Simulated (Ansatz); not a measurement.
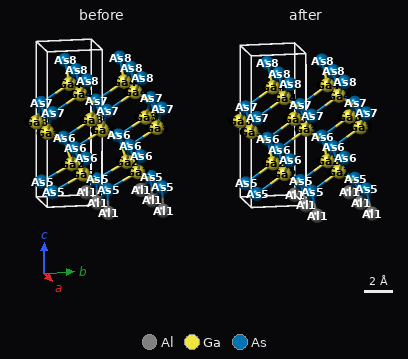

The structure of crystalline AlGa3As4 (a generated structure, set up in P1) (coarse preliminary run) before (left) and after (right) a relaxation, at one scale.

Style: ball-and-stick. Shown: the cell of the calculation, repeated 2 × 2 × 1 with one cell outlined, slightly off an axis.

These are results of Ansatz 0.2.0, DFT PBE, scalar-relativistic, plane waves, PAW, not measurements.

The input:
```yaml
crystal:
  lattice:
    - [4.0009177716, 0.0032292229, 0.0089433245]
    - [0.0032292229, 4.0959607457, 0.0076796635]
    - [0.0252723828, 0.021701482, 11.6152894238]
  atoms:
    - { symbol: Al, position: [-0.0091164272, -0.0817953132, 0.0146443694] }
    - { symbol: Ga, position: [0.5405907491, 0.5475486134, 0.2392665308] }
    - { symbol: Ga, position: [0.0263560986, -0.0018530451, 0.48251127] }
    - { symbol: Ga, position: [0.4871217278, 0.5080084316, 0.7518708538] }
    - { symbol: As, position: [0.4623976614, 0.007833681, 0.1281954141] }
    - { symbol: As, position: [-0.0034095342, 0.5022829852, 0.37217255] }
    - { symbol: As, position: [0.4934214865, -0.0061032753, 0.6373537381] }
    - { symbol: As, position: [0.0026382379, 0.5240779224, 0.8739852738] }
basis:
  ecutwfc: 420
kpoints:
  mp_grid: { grid: [4, 4, 1] }
hamiltonian:
  xc: pbe
scf:
  occupations: { method: gaussian, width: 0.1 }
  lower_state_search: "off"
output:
  forces: true
  stress: true
  eigenvalues: true
relax:
  adjacent_minimum: "off"
  f_tol: 0.025
  max_steps: 60
  cell: { stress_tol: 0.25 }
```

Launched with:
```bash
ansatz run input.yaml --threads 4 --pin off --max-ram 8192MiB --backend cpu --events-out ev --progress --plain --runs-dir out
```

What changed between the two?

Answer. The atom that moves furthest relative to the cell is Al1 (0.37 Å roughly along [0 3 −1]). Largest moves by element: Al 0.37 Å, Ga 0.28 Å, As 0.16 Å. The drawn cell changes as follows: a 4.001 → 4.085 Å (+2.1 %), b 4.096 → 4.087 Å (−0.2 %), c 11.615 → 11.331 Å (−2.4 %), α 89.8° → 90.0°, β 89.7° → 89.9°; the volume changes by −0.6 %. Near-neighbour distances that change, for instance: Al1–As8 2.966 → 2.479 Å, Ga3–As7 2.783 → 2.485 Å, Ga2–As5 2.302 → 2.491 Å, Ga2–As6 2.669 → 2.486 Å. Bond angles that change, for instance: Al1–As5–Ga2 93.3° → 108.7°, As7–Ga3–As7 96.0° → 110.5°, Ga3–As7–Ga3 96.0° → 110.5°. Within 0.06 Å the space group is P1 at the start and P-4m2 at the end; at a tighter tolerance small leftover displacements or strains of the cell lower it. Over 3 accepted moves (4 points after the start) the energy falls by 174 meV per atom. The largest force component goes from 1.9 to 0.0066 eV/Å. The pressure goes from 2.24 to −0.02 GPa. At 1 point the geometry stayed and the basis and grid were re-selected for the new cell (energy shift of less than 0.05 meV per atom at most each time). Cost: 15 s on 4 threads of Arm Neoverse V2 (shared host), peak memory 0.6 GiB.
